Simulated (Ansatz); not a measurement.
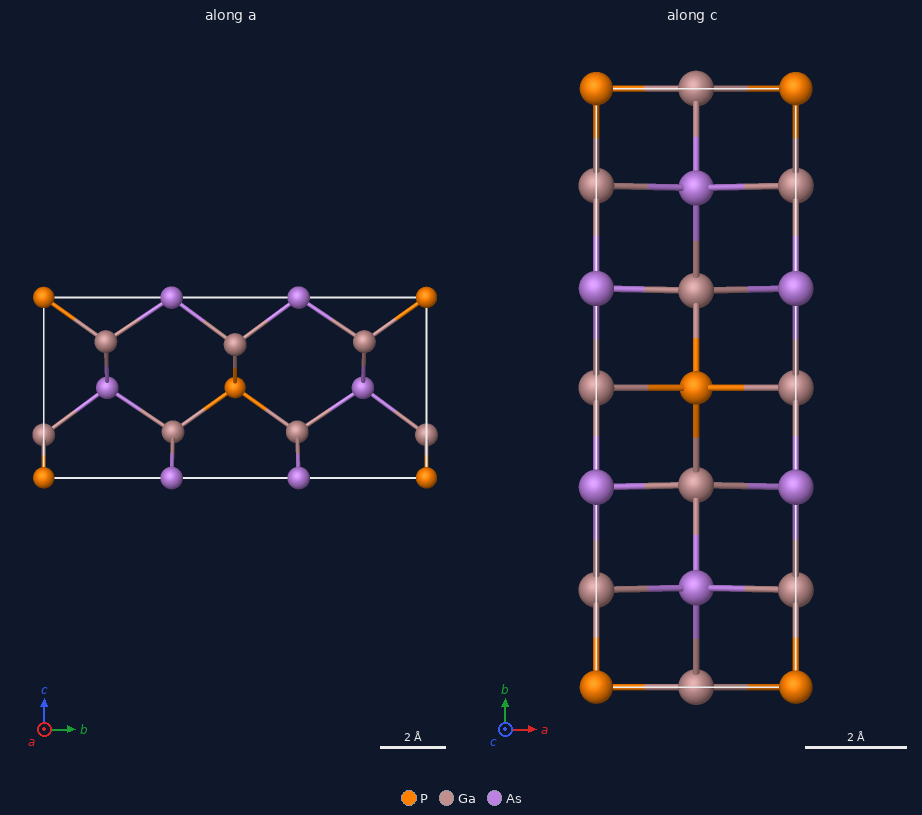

The figure gives a ball-and-stick picture of the atoms, viewed along the a axis and along the c axis. The edges of the conventional unit cell are marked.

Ga₃As₂P, space group Imm2 (No. 44), a = 3.96 Å, b = 11.87 Å, c = 5.59 Å, α = 90.00°, β = 90.00°, γ = 90.00°.

Results below were computed with difference of finished runs, DFT, r2SCAN, plane waves, PAW (Ansatz); the settings were E_cut = 500 eV.

What is the electronic character?

A semiconductor at this level, with a gap of 1.38 eV.

The structure was taken from a structure type filled with these elements by a generator (whether the compound takes this form wasn't checked). Earlier steps of the study, as a rule a relaxation of our own, may have changed the cell and positions, so they can lie some per cent off the listed ones. A calculation with Ansatz used it as input.
